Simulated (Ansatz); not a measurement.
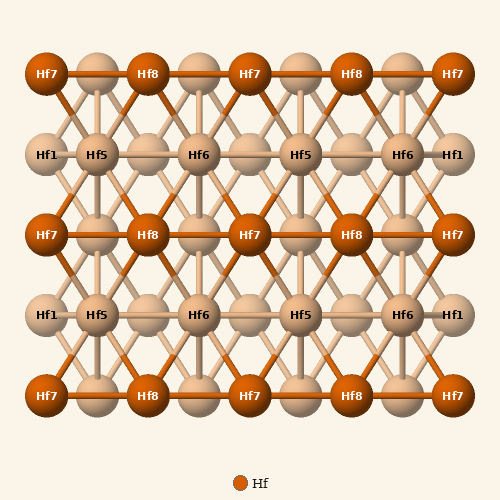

The system is N₂ on a Hf(100) slab cut from the P6_3/mmc phase, its upper half relaxed before the scan (8 atoms of substrate and one adsorbate in a 2 × 1 cell); the picture shows it without the atoms that are moved over the map. 
- N2 is moved over the surface cell at a fixed height above a rigid substrate; the origin of the map has the adsorbate above Hf7; the height is held at 3.00 Å.
- Places are given modulo a cell vector. The map is drawn in real space over the plane of the surface.
- The grid has 4 × 4 points; 9 points were computed and 7 follow by symmetry.
- Places are given in fractions of the 1 × 1 surface cell.
- Energies are in meV, from the lowest grid point.
- At a fixed height the lowest place need not be the adsorption site.
- These are results of DFT PBE+D3(BJ), scalar-relativistic, plane waves, PAW (Ansatz), not measurements. Settings: cutoff 420 eV, k-mesh 4×6×1, gaussian smearing 0.1 eV, no spin polarisation.

Range: position of N9 along the first surface vector from 0.00 to 0.75; position of N9 along the second surface vector from 0.00 to 0.75.

### What will the energy surface look like?

The lowest grid point is at the top site over a surface Hf atom, (0/4, 0/4) of the cell vectors. The highest grid point, the trough between two rows of top atoms, (0/4, 2/4) of the cell vectors, lies 257 meV above the lowest.

```tsv
second ↓, first →	0/4	1/4	2/4	3/4
3/4	152	181	208	181
2/4	257	248	239	248
1/4	152	181	208	181
0/4	0	70	138	70
```

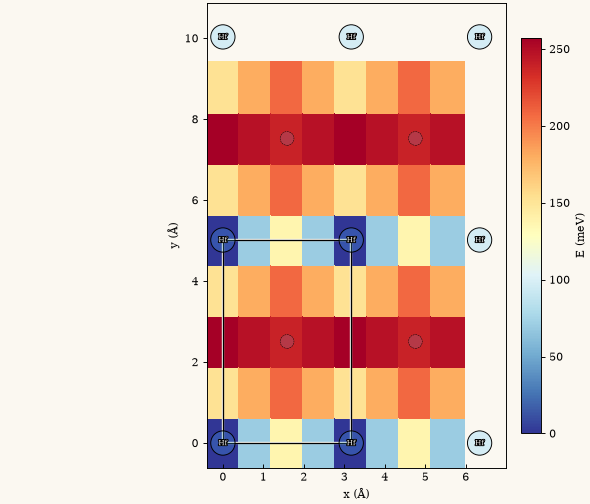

Drawn: one coloured cell a grid point, labelled circles for the atoms of the top layer and small ones for the second layer, the outline of one cell of the 2 × 2 shown.

Each point was launched as `ansatz run input.yaml --threads 4 --pin off --max-ram 12288MiB --backend cpu --events-out ev --progress --plain --runs-dir out`. The whole map (9 points run) took 8.7 min on 4 threads of Arm Neoverse N1, with other jobs on the host.
